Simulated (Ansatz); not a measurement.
System: SnO (space group P4/nmm).

Computed with Ansatz 0.2.0: plane-wave DFT, no spin polarisation; energies at scaled volumes of the given cell, shape and fractions fixed, counted from the fit's minimum, third-order Birch-Murnaghan fit. All runs: no spin polarisation.

k mesh 7×7×6; occupations Fermi–Dirac; smearing width 0.05 eV; potentials Ansatz PAW; wave cutoff 420 eV.

Settings that differ: PBE: density cutoff 1680 eV; PBEsol + D4: density cutoff 1680 eV; rPW86-PBE + rVV10: density cutoff 2100 eV.

What does the calculation give for the pressure against volume, with one curve for each functional? The cases: PBE; PBEsol + D4; rPW86-PBE + rVV10.

The fitted equilibrium volumes, smallest first, are PBEsol + D4 17.419, PBE 18.480, rPW86-PBE + rVV10 18.741 Å³/atom. The fitted bulk moduli, smallest first, are PBE 84.3, rPW86-PBE + rVV10 85.6, PBEsol + D4 97.8 GPa. For PBE, the pressure falls from 10.61 GPa at volume 16.70 Å³/atom to −1.54 GPa at 18.84 Å³/atom, and changes sign near 18.48 Å³/atom. For PBEsol + D4, the pressure falls from 4.50 GPa at volume 16.70 Å³/atom to −6.45 GPa at 18.84 Å³/atom, and changes sign near 17.42 Å³/atom.

PBE:
```
volume (Å³/atom)  pressure (GPa)
           16.70           10.61
           17.06            8.03
           17.41            5.70
           17.77            3.60
           18.12            1.70
           18.48           -0.01
           18.84           -1.54
```

PBEsol + D4:
```
volume (Å³/atom)  pressure (GPa)
           16.70            4.50
           17.06            2.15
           17.41            0.03
           17.77           -1.86
           18.12           -3.57
           18.48           -5.09
           18.84           -6.45
```

rPW86-PBE + rVV10:
```
volume (Å³/atom)  pressure (GPa)
           16.70           12.64
           17.06            9.87
           17.41            7.37
           17.77            5.11
           18.12            3.07
           18.48            1.23
           18.84           -0.43
```

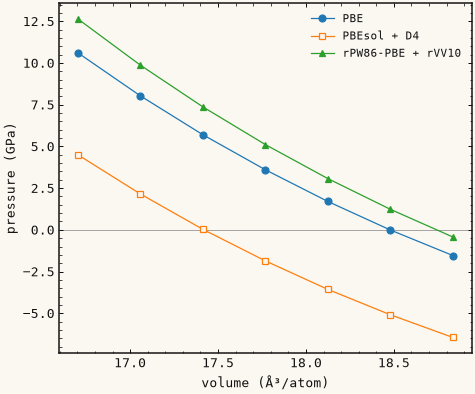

Note: the functional was run on potentials made for another functional (rPW86-PBE + rVV10); shape and atomic fractions are frozen while scaling, which makes layered, chain and framework solids too stiff.
